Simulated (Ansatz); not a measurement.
# Two runs on PbF2

System: PbF2 (Fm-3m, 3 atoms in the cell).
Method of the first run: DFT, PBE, all-electron LAPW, scalar-relativistic, no spin polarisation (Ansatz 0.2.0).

Text and figures count atoms from 1; the logs count them from 0 in places.

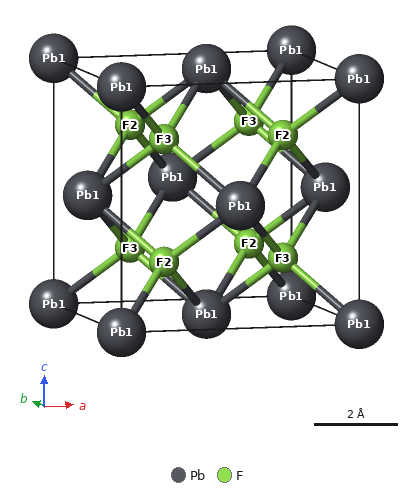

The input geometry (ball-and-stick view of the cell 4 times as large as that of the calculation, set on its symmetry axes, seen slightly off an axis; atoms are numbered from 1 in the order of the input). Near neighbours in the crystal (not all of them lie inside the picture): Pb has 8 F at 2.60 Å; F has 4 Pb at 2.60 Å.

### Input, the first run
```yaml
crystal:
  lattice:
    - [0.0, 2.9999686944, 2.9999686944]
    - [2.9999686944, 0.0, 2.9999686944]
    - [2.9999686944, 2.9999686944, 0.0]
  atoms:
    - { symbol: Pb, position: [0.0, 0.0, 0.0] }
    - { symbol: F, position: [0.25, 0.25, 0.25] }
    - { symbol: F, position: [0.75, 0.75, 0.75] }
kpoints:
  mp_grid: { grid: [8, 8, 8] }
scf:
  occupations: { method: fermi_dirac, width: 0.02 }
hamiltonian:
  xc: pbe
  pseudopotentials: { kind: all_electron, lapw: { basis_error: 0.0005 } }
output:
  forces: true
  stress: true
  eigenvalues: true
relax:
  f_tol: 0.005
  max_steps: 12
  cell: {}
```

Launched with:
```bash
ansatz run input.yaml --threads 1 --pin off --max-ram 3072MiB --backend cpu --events-out ev --progress --plain --runs-dir out
```

Hardware: 1 thread of Arm Neoverse N1, 24 GiB of memory available, shared host.

### Output, shortened to warnings, some set-up lines, iterations and results (the first run)
```
Basis set: ecut = 292.9775992529226 eV, 609 PW (Γ), exchange–correlation at level 2
Symmetry: 48 space group operations
k-points: 29 of 512
Initial density: superposition of atomic densities (chi_scale 0.1, normalization cell, long waves kept (reshape's long-wave potential 0.01 eV rms))
[...]
SCF iter   1: F=—  HF=-573507.742497 eV  |F-HF|=—  |Δ(HF+E_count)|=         —  Δρ=5.34e-2  dr2=2.29e0  ethr=3.82e-3  ⟨swp⟩=2.0  Hψ=6048  notcnv=0
SCF iter   2: F=—  HF=-573506.354945 eV  |F-HF|=—  |Δ(HF+E_count)|=    1.39e0  Δρ=1.18e-2  dr2=6.73e-2  ethr=1.12e-4  ⟨swp⟩=2.1  Hψ=5511  notcnv=0
SCF iter   3: F=—  HF=-573505.755178 eV  |F-HF|=—  |Δ(HF+E_count)|=   6.00e-1  Δρ=1.13e-2  dr2=1.07e-1  ethr=1.12e-4  ⟨swp⟩=3.0  Hψ=3603  notcnv=0
SCF iter   4: F=—  HF=-573505.744368 eV  |F-HF|=—  |Δ(HF+E_count)|=   1.08e-2  Δρ=2.21e-3  dr2=3.99e-3  ethr=1.12e-4  ⟨swp⟩=3.0  Hψ=3187  notcnv=0
SCF iter   5: F=—  HF=-573505.740036 eV  |F-HF|=—  |Δ(HF+E_count)|=   4.33e-3  Δρ=9.97e-4  dr2=8.04e-4  ethr=6.64e-6  ⟨swp⟩=2.0  Hψ=3142  notcnv=0
SCF iter   6: F=—  HF=-573505.739236 eV  |F-HF|=—  |Δ(HF+E_count)|=   8.01e-4  Δρ=3.48e-4  dr2=9.82e-5  ethr=1.34e-6  ⟨swp⟩=2.9  Hψ=3185  notcnv=0
SCF iter   7: F=—  HF=-573505.739188 eV  |F-HF|=—  |Δ(HF+E_count)|=   4.73e-5  Δρ=7.13e-5  dr2=4.03e-6  ethr=1.64e-7  ⟨swp⟩=2.0  Hψ=3034  notcnv=0
SCF iter   8: F=-573505.739190 eV  HF=-573505.739190 eV  |F-HF|=4.63e-8  |Δ(HF+E_count)|=   1.37e-6  Δρ=8.07e-6  dr2=4.91e-8  ethr=6.72e-9  ⟨swp⟩=2.0  Hψ=3017  notcnv=0
SCF 1 converged in 8 iterations: F = -573505.739190 eV  dr2 = 4.91e-8
relax step   1: F+E_penalty+E_count = -573505.73918956 eV  Δ(F+E_penalty+E_count) = +0.000e0 eV  max|allowed force component| = 1.156e-17 eV/Å  Δτ_max = 0.0000 Å  P = +0.037 …
SCF iter   1: F=—  HF=-573505.739187 eV  |F-HF|=—  |Δ(HF+E_count)|=         —  Δρ=8.06e-6  dr2=4.89e-8  ethr=8.15e-11  ⟨swp⟩=3.8  Hψ=4989  notcnv=0
SCF iter   2: F=-573505.739190 eV  HF=-573505.739190 eV  |F-HF|=2.24e-8  |Δ(HF+E_count)|=   3.01e-6  Δρ=1.84e-6  dr2=1.07e-9  ethr=6.37e-12 (applied; sched 1.79e-12)  …
SCF 2 converged in 2 iterations: F = -573505.739190 eV  dr2 = 1.07e-9
relax step   2: F+E_penalty+E_count = -573505.73918959 eV  Δ(F+E_penalty+E_count) = -2.910e-8 eV  max|allowed force component| = 1.156e-17 eV/Å  Δτ_max = 0.0000 Å  P = +0.037 …
basis re-selected at this cell: Δ(F+E_penalty+E_count) = -2.910e-8 eV, ΔP = -0.000 GPa vs the last step (what re-selecting the basis moved, after the strain that the cell walked since its last selection, with what the two solves' SCF thresholds leave and, on support functions, any second-order …
SCF converged after 2 iterations
Free energy (F): -573505.739190 eV
Harris-Foulkes:  -573505.739190 eV  (|F-HF|=2.24e-8)
Internal energy: -573505.739190 eV  (E = F + TS)
E sigma→0 (E₀):  -573505.739190 eV
Fermi energy:    9.349701 eV
--- Per-component energies (eV) ---
  E_band       = -6291.319972
  E_kinetic    = 660406.278059
  E_xc         = -11146.551963
  E_electrostatic = -1222765.465286  (all electrons and nuclei)
  E_smearing   = -0.000000  (= −TS)
  E_closure    = 0.000000  (closes the sum)
  E_atoms      = -573491.407447  (free atoms, spherical and without spin; not in F)
  Σ components = -573505.739190   (vs F -573505.739190, Δ=0.00e0)
  Basis errors (estimates in eV, not in F): energy 1.9e-4 per atom: plane waves 1.7e-4 (1.0e-4 summed), levels above the bands 3.2e-258, relativity 1.0e-8, radial functions 1.5e-5, core shells 1.3e-8; eigenvalues (radial functions only) 6.4e-6; not estimated: angular momenta, meshes, grids; target …
--- Forces (eV/Å), atoms counted from 1 ---
  atom   1  Pb    -0.00000000     0.00000000     0.00000000
  atom   2  F     -0.00000000    -0.00000000     0.00000000
  atom   3  F      0.00000000    -0.00000000     0.00000000
  max |Σ_I F_I| component: 9.25e-18 eV/Å
--- Stress (GPa, compression-positive) ---
        0.036528       0.000000       0.000000
        0.000000       0.036528      -0.000000
        0.000000      -0.000000       0.036528
  P = ⅓ Tr σ = 0.0365 GPa (0.365 kbar)
--- Relaxed structure (1 steps of the walk, 1 accepted, 1 SCFs on fresh bases) ---
  F+E_penalty+E_count = -573505.73918959 eV   max|allowed force component| = 1.156e-17 eV/Å   (the final SCF, on the basis selected at the relaxed cell)
  cell:  # Å, volume = 53.9983 Å³
    - [0.0, 2.9999686944, 2.9999686944]
    - [2.9999686944, 0.0, 2.9999686944]
    - [2.9999686944, 2.9999686944, 0.0]
  atoms:
    - { symbol: Pb, position: [0.0, 0.0, 0.0] }
    - { symbol: F, position: [0.25000000000000006, 0.25000000000000006, 0.25000000000000006] }
[...]
```

The input of the second run differs as follows (lines with − go, lines with + come):
```diff
-  pseudopotentials: { kind: all_electron, lapw: { basis_error: 0.0005 } }
+  pseudopotentials:
+    kind: all_electron
+    lapw: { basis_error: 0.0005 }
+    relativity: none
-  max_steps: 12
+  max_steps: 20
```

What does this change do to the results?

The second run is non-relativistic, while the first run includes scalar relativity. The total energies belong to different models, so their difference says nothing on which is more stable or more accurate. The gap on the mesh goes from 4.42 to 2.50 eV. The volume per atom goes from 18.00 to 19.02 Å³. The SCF takes 26 iterations over all geometry steps against 10. On the same kind of shared host the second run took about 2.3 times as long.

### Output, shortened to warnings, some set-up lines, iterations and results (the second run)
```
Basis set: ecut = 293.3497568363592 eV, 609 PW (Γ), exchange–correlation at level 2
Symmetry: 48 space group operations
k-points: 29 of 512
Initial density: superposition of atomic densities (chi_scale 0.1, normalization cell, long waves kept (reshape's long-wave potential 0.01 eV rms))
[...]
SCF iter   1: F=—  HF=-536815.160085 eV  |F-HF|=—  |Δ(HF+E_count)|=         —  Δρ=4.99e-2  dr2=1.95e0  ethr=3.25e-3  ⟨swp⟩=2.0  Hψ=6182  notcnv=0
SCF iter   2: F=—  HF=-536813.918782 eV  |F-HF|=—  |Δ(HF+E_count)|=    1.24e0  Δρ=1.14e-2  dr2=7.06e-2  ethr=1.18e-4  ⟨swp⟩=2.0  Hψ=5519  notcnv=0
SCF iter   3: F=—  HF=-536813.377782 eV  |F-HF|=—  |Δ(HF+E_count)|=   5.41e-1  Δρ=1.01e-2  dr2=8.36e-2  ethr=1.18e-4  ⟨swp⟩=3.0  Hψ=3608  notcnv=0
SCF iter   4: F=—  HF=-536813.368762 eV  |F-HF|=—  |Δ(HF+E_count)|=   9.02e-3  Δρ=1.97e-3  dr2=3.26e-3  ethr=1.18e-4  ⟨swp⟩=3.0  Hψ=3110  notcnv=0
SCF iter   5: F=—  HF=-536813.365364 eV  |F-HF|=—  |Δ(HF+E_count)|=   3.40e-3  Δρ=8.00e-4  dr2=5.31e-4  ethr=5.43e-6  ⟨swp⟩=2.0  Hψ=3088  notcnv=0
[... 26 lines ...]
relax step   4: F+E_penalty+E_count = -536813.39992332 eV  Δ(F+E_penalty+E_count) = -2.188e-4 eV  max|allowed force component| = 4.318e-17 eV/Å  Δτ_max = 0.0000 Å  P = -0.009 …
SCF iter   1: F=—  HF=-536813.399922 eV  |F-HF|=—  |Δ(HF+E_count)|=         —  Δρ=7.46e-6  dr2=6.80e-8  ethr=1.13e-10  ⟨swp⟩=3.2  Hψ=4918  notcnv=0
SCF iter   2: F=-536813.399924 eV  HF=-536813.399924 eV  |F-HF|=6.87e-9  |Δ(HF+E_count)|=   1.30e-6  Δρ=3.23e-6  dr2=1.12e-8  ethr=1.13e-10  ⟨swp⟩=2.4  Hψ=3035  notcnv=0
SCF 5 converged in 2 iterations: F = -536813.399924 eV  dr2 = 1.12e-8
relax step   5: F+E_penalty+E_count = -536813.39992361 eV  Δ(F+E_penalty+E_count) = -2.900e-7 eV  max|allowed force component| = 4.395e-17 eV/Å  Δτ_max = 0.0000 Å  P = -0.009 …
basis re-selected at this cell: Δ(F+E_penalty+E_count) = -2.900e-7 eV, ΔP = +0.000 GPa vs the last step (what re-selecting the basis moved, after the strain that the cell walked since its last selection, with what the two solves' SCF thresholds leave and, on support functions, any second-order …
SCF converged after 2 iterations
Free energy (F): -536813.399924 eV
Harris-Foulkes:  -536813.399924 eV  (|F-HF|=6.87e-9)
Internal energy: -536813.399924 eV  (E = F + TS)
E sigma→0 (E₀):  -536813.399924 eV
Fermi energy:    9.850141 eV
--- Per-component energies (eV) ---
  E_band       = -6575.660611
  E_kinetic    = 536674.410316
  E_xc         = -10441.441375
  E_electrostatic = -1063046.368865  (all electrons and nuclei)
  E_smearing   = -0.000000  (= −TS)
  E_closure    = 0.000000  (closes the sum)
  E_atoms      = -536799.495003  (free atoms, spherical and without spin; not in F)
  Σ components = -536813.399924   (vs F -536813.399924, Δ=0.00e0)
  Basis errors (estimates in eV, not in F): energy 1.8e-4 per atom: plane waves 1.7e-4 (9.7e-5 summed), levels above the bands 2.1e-237, relativity 0.0e0, radial functions 1.3e-5, core shells 8.7e-9; eigenvalues (radial functions only) 1.7e-6; not estimated: angular momenta, meshes, grids; target …
--- Forces (eV/Å), atoms counted from 1 ---
  atom   1  Pb    -0.00000000     0.00000000    -0.00000000
  atom   2  F      0.00000000     0.00000000     0.00000000
  atom   3  F     -0.00000000    -0.00000000    -0.00000000
  max |Σ_I F_I| component: 1.16e-18 eV/Å
--- Stress (GPa, compression-positive) ---
       -0.008826       0.000000       0.000000
        0.000000      -0.008826       0.000000
        0.000000       0.000000      -0.008826
  P = ⅓ Tr σ = -0.0088 GPa (-0.088 kbar)
--- Relaxed structure (4 steps of the walk, 4 accepted, 1 SCFs on fresh bases) ---
  F+E_penalty+E_count = -536813.39992361 eV   max|allowed force component| = 4.395e-17 eV/Å   (the final SCF, on the basis selected at the relaxed cell)
  cell:  # Å, volume = 57.0681 Å³
    - [3.8215296504191204e-35, 3.055773148046549, 3.055773148046549]
    - [3.055773148046549, 5.09537140714816e-35, 3.055773148046549]
    - [3.055773148046549, 3.055773148046549, 8.916901057567283e-35]
  atoms:
    - { symbol: Pb, position: [1.70716300892651e-33, -1.486035411504678e-33, -9.590740805518455e-34] }
[...]
```

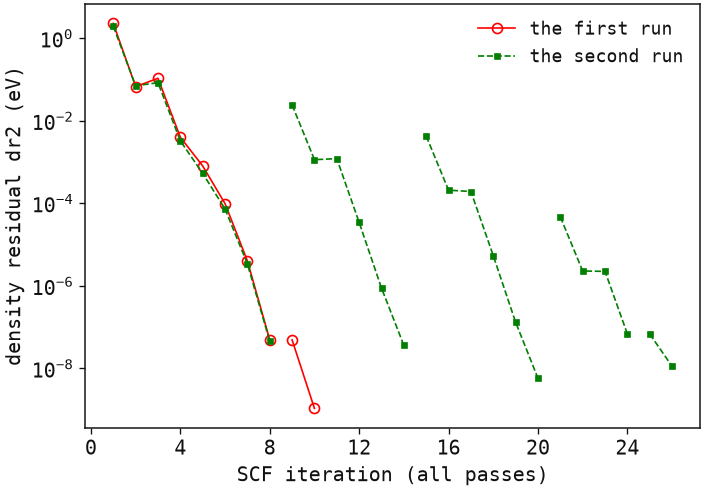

Convergence of the two runs: density residual dr2 against the SCF iteration. A break in a curve parts two SCF passes. The first run takes 10 iterations in all, and the second run takes 26.

### The two runs side by side

| quantity | the first run | the second run |
| --- | --- | --- |
| outcome | converged | converged |
| free energy per atom (eV) | −191168.5797 | −178937.8000 |
| gap on the mesh (eV) | 4.42 | 2.50 |
| pressure (GPa) | 0.04 | −0.01 |
| volume per atom (Å³) | 18.00 | 19.02 |
| largest force (eV/Å) | 0.000 | 0.000 |
| SCF iterations | 10 | 26 |
| irreducible k-points | 29 | 29 |
| wall time (shared host) | 37 s | 86 s |

For both runs: Spin–orbit coupling is left out, which matters for Pb.
